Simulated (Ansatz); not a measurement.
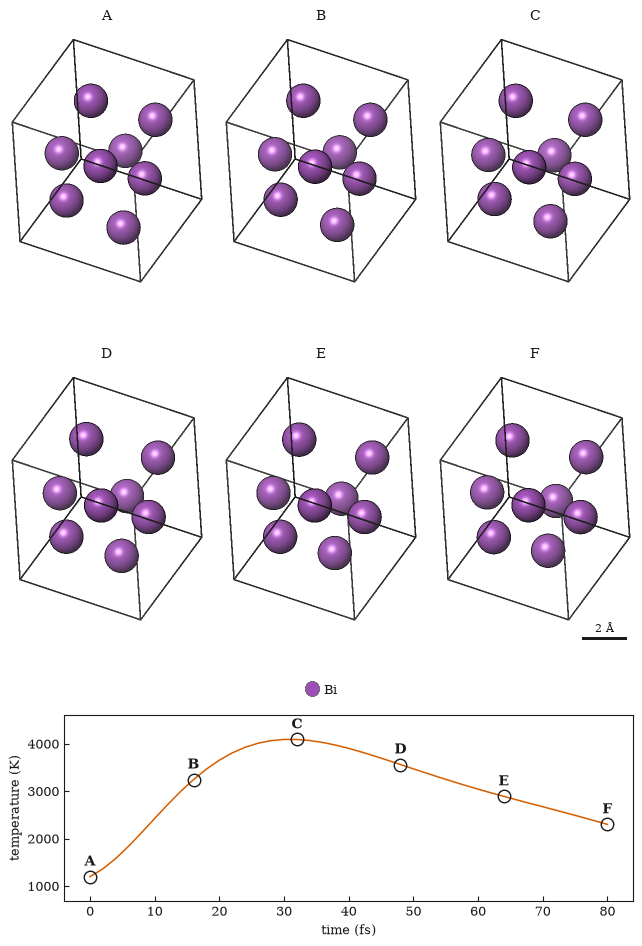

Molecular dynamics of an 8-atom cell of Bi, 80 fs long. Frames (A at 0 fs, B at 16 fs, C at 32 fs, D at 48 fs, E at 64 fs, F at 80 fs) and the history of the run. A spheres-only model of the simulation cell, seen from a free direction.

Computed with Ansatz 0.2.0, DFT, PAW plane waves, PBE. Set-up: plane-wave cutoff 420 eV; k-point mesh 3 × 2 × 3; Fermi-Dirac smearing 0.05 eV; Nosé-Hoover thermostat (NVT); set temperature 1200 K; time step 2 fs.

What happens in this trajectory?

In the second half of the run the atoms are, in the root-mean-square, this far from where they began (common drift taken out): Bi 0.34 Å. The run lasts only 80 fs, too short to tell vibration from diffusion. Over the second half the temperature averages 3076 K (spread ±486 K). That is above the set 1200 K, because the structure releases potential energy faster than the thermostat removes it. The potential energy in the second half lies on average 414 meV per atom below the first frame. The first frame is far from relaxed (forces up to 13.6 eV/Å), so much of the motion is the structure settling.

Limits of the set-up: the k-point mesh is coarse for a cell with partly filled bands.
